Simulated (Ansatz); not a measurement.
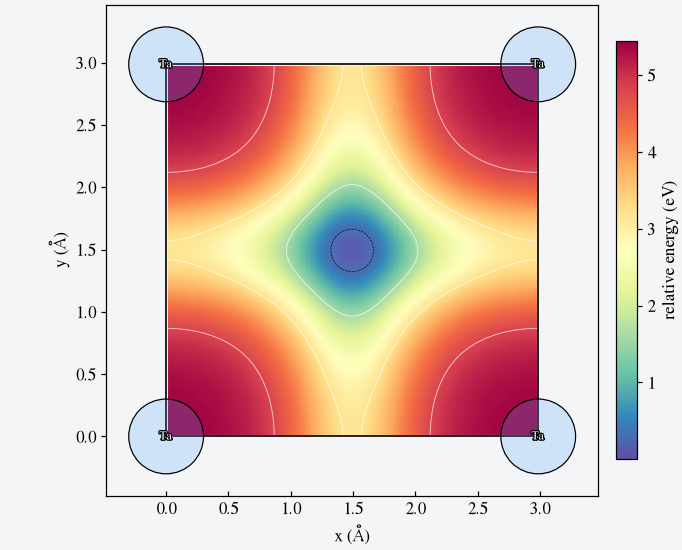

C on a Ta(100) slab cut from the Fm-3m phase, its upper half relaxed before the scan (12 atoms of substrate and one adsorbate in a 2 × 2 cell). C is moved over the surface cell; relaxed at each place: the height of the adsorbate's atoms; substrate rigid; the origin of the map has the adsorbate above Ta9. Places are given modulo a cell vector. The map is drawn in real space over the plane of the surface. The grid has 6 × 6 points; 10 points were computed and 26 follow by symmetry. Places are given in fractions of the 1 × 1 surface cell. Energies: eV, counted from the lowest grid point. Computed with Ansatz, DFT PBE, scalar-relativistic, plane waves, PAW. Settings: cutoff 420 eV, k-mesh 5×5×1, gaussian smearing 0.1 eV, no spin polarisation.

In the figure: a smooth colour map with a few white contour lines, labelled circles for the atoms of the top layer and small ones for the second layer, the outline of one cell of the plane. Between grid points the surface is interpolated.

The lowest grid point is at a fourfold hollow over a second-layer Ta atom, (3/6, 3/6) of the cell vectors. It is the only kind of minimum in the scanned range. The highest grid point, the top site over a surface Ta atom, (0/6, 0/6) of the cell vectors, lies 5.44 eV above the lowest. On the interpolated surface the easiest way out of the lowest well to its copy in the next cell or period passes a barrier of about 3.2 eV. At the lowest point the adsorbate has 4 Ta at 2.15 Å as nearest neighbours, at the highest 1 Ta at 1.88 Å. Its relaxed height above the top atom is 0.38 Å at the lowest and 1.88 Å at the highest point.

C is replaced by N; all else is set up alike.

What will the new map look like?

Answer. The lowest place stays at a fourfold hollow over a second-layer Ta atom, (3/6, 3/6) of the cell vectors. The span from the lowest to the highest grid point shrinks from 5.44 to 4.15 eV. The easiest pass out of the lowest well goes from about 3.2 to about 2.2 eV on the interpolated surfaces. In the new map: at the lowest point the adsorbate has 4 Ta at 2.14 Å as nearest neighbours, at the highest 1 Ta at 1.79 Å. Its relaxed height above the top atom is 0.33 Å at the lowest and 1.79 Å at the highest point.

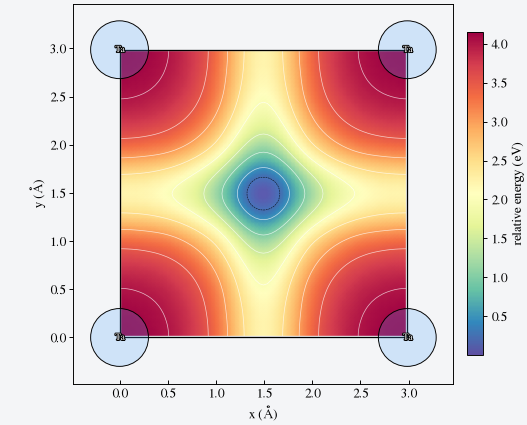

The map after the change, on a colour scale of its own. In the figure: a smooth colour map with a few white contour lines, labelled circles for the atoms of the top layer and small ones for the second layer, the outline of one cell of the plane. Between grid points the surface is interpolated.

PAW datasets: the set soft_1.
